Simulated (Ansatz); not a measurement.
```cif
data_structure
_symmetry_space_group_name_H-M 'P 1'
_symmetry_Int_Tables_number 1
_cell_length_a 3.2865
_cell_length_b 5.5583
_cell_length_c 4.1358
_cell_angle_alpha 90.000
_cell_angle_beta 90.000
_cell_angle_gamma 90.000
_cell_volume 75.55
loop_
_atom_site_label
_atom_site_type_symbol
_atom_site_fract_x
_atom_site_fract_y
_atom_site_fract_z
_atom_site_occupancy
Sn1 Sn 0.50000 0.76809 0.01314 1
Sn2 Sn 0.00000 0.23191 0.51314 1
O1 O 0.50000 0.10875 0.23686 1
O2 O 0.00000 0.89125 0.73686 1
```

Space group Pmn2₁; a structure from a database of computed crystals, not necessarily the ambient phase; not relaxed (largest force 0.5 eV/Å).

The calculation used Ansatz, Kohn-Sham DFT of a periodic cell, PBEsol, Ansatz PAW.

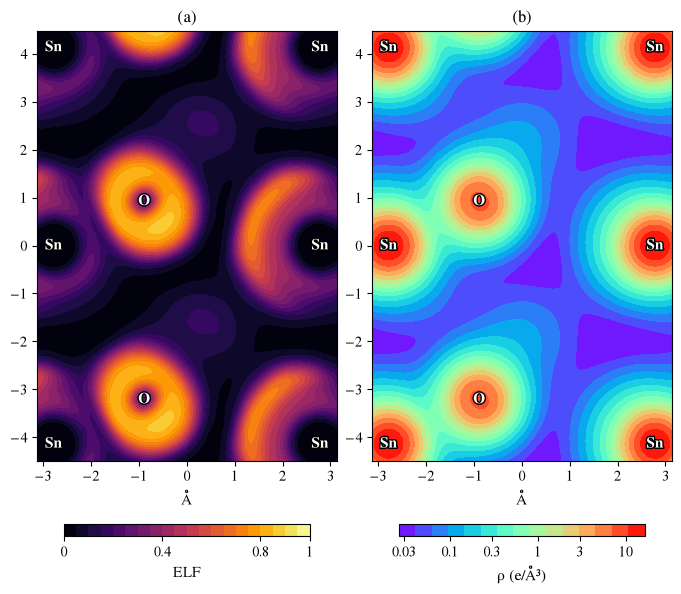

SnO. (a) ELF; (b) valence electron density on the (100) plane of the conventional cell.

The density is the valence pseudo-density of a PAW calculation; it isn't the true density close to the nuclei.

Question: Describe what can be read from this map.

Answer: The section cuts through Sn and O sites.
Sn–O (2.11 Å): ρ at the midpoint is about 0.6 e/Å³; the ELF peaks at about 0.80 in the valence shell of O, 0.6 Å from its nucleus, and is about 0.25 at the midpoint; no shared electron pair shows on this line.
Between the atoms the lowest density in this plane is 0.03 e/Å³.
The ELF also peaks beside O, away from the bonds: lone-pair regions.

Question: Metal or insulator at this level of theory?

Answer: It is gapped, with a Kohn–Sham gap of 1.3 eV on the k-point mesh (the band edges may lie off the mesh, which would make the gap smaller).
